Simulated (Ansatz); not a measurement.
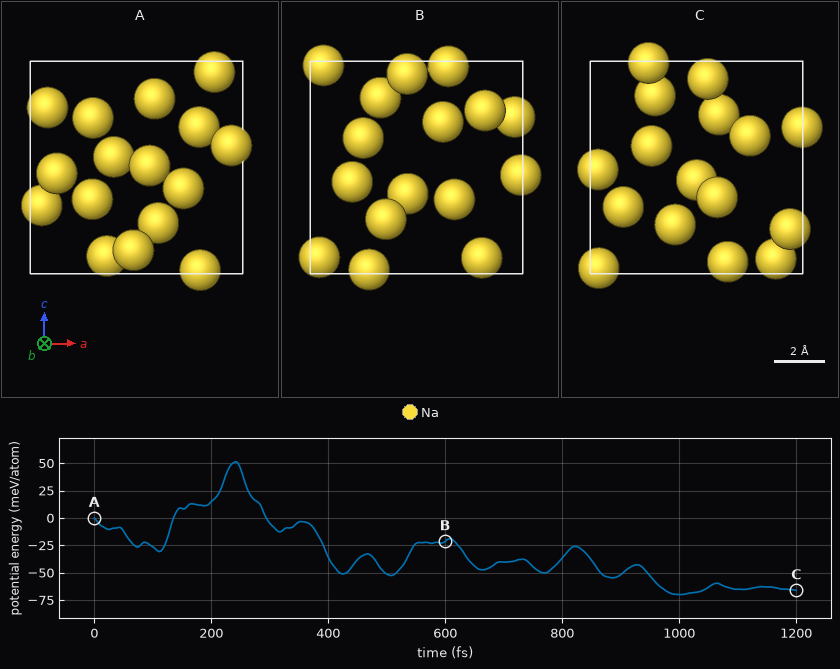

A Born-Oppenheimer molecular dynamics run of a 16-atom cell of Na, 1.20 ps long. It starts from the last geometry of an earlier run, with fresh velocities. Frames (A at 0 fs, B at 600 fs, C at 1.20 ps) and the history of the run. Style: spheres-only. Shown: the simulation cell, along the b axis. Atoms that leave the cell re-enter on the other side.

These are results of Ansatz 0.2.0, DFT LDA, scalar-relativistic, plane waves, PAW, not measurements. Settings: plane-wave cutoff 420 eV; k-point mesh 1 × 1 × 1; Fermi-Dirac smearing 0.16 eV; low-accuracy preset; volume 1.05 times that of the relaxed crystal; Langevin thermostat (NVT); set temperature 1440 K, then to 300 K over 300 steps, then to 300 K over 100 steps; time step 3 fs; friction 0.02 per fs.

Question: Describe the run.

Answer: In the second half of the run the atoms are, in the root-mean-square, this far from where they began (common drift taken out): Na 1.83 Å. That is a large part of the typical shortest distance between atoms in the first frame, about 2.9 Å and still growing: the atoms leave their places as in a liquid. Under the programmed temperature the kinetic temperature goes from 1211 K (first eighth) to 325 K (last eighth), with a peak of 1899 K. The potential energy in the second half lies on average 50.7 meV per atom below the first frame. The first frame is far from relaxed (forces up to 0.8 eV/Å), so much of the motion is the structure settling.

Limits of the set-up: the k-point mesh is coarse for a cell with partly filled bands; the program's low-accuracy preset was used.

The run took about 12 core-minutes on a shared host.
